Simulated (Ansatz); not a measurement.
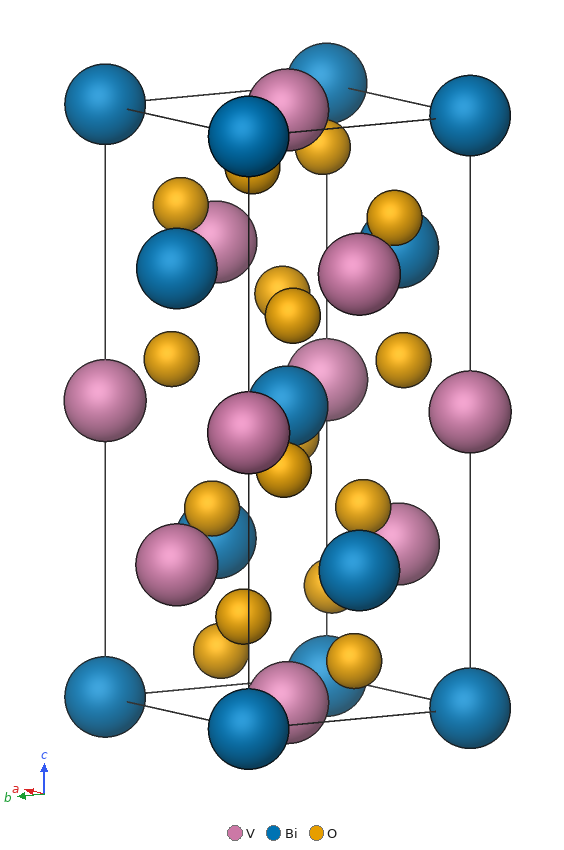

This spheres-only model is shown from a general direction. One conventional unit cell is framed, with atoms on its boundary repeated.

VBiO₄, space group I4_1/a (No. 88), a = 5.12 Å, b = 5.12 Å, c = 11.62 Å, α = 90.00°, β = 90.00°, γ = 90.00°.

Method used: DFT, r2SCAN, plane waves, PAW in Ansatz 0.2.0. It ran with 500 eV cutoff, k-points about 0.29 Å⁻¹ apart, Fermi-Dirac smearing of 0.02 eV, no spin polarisation.

**What is the electronic character?**

A semiconductor at this level, with a gap of 2.45 eV, indirect; the smallest direct gap is 2.55 eV.

The cell started as a structure listed in the Materials Project. Atoms and cell were optimised with DFT, r2SCAN, plane waves, PAW (Ansatz).
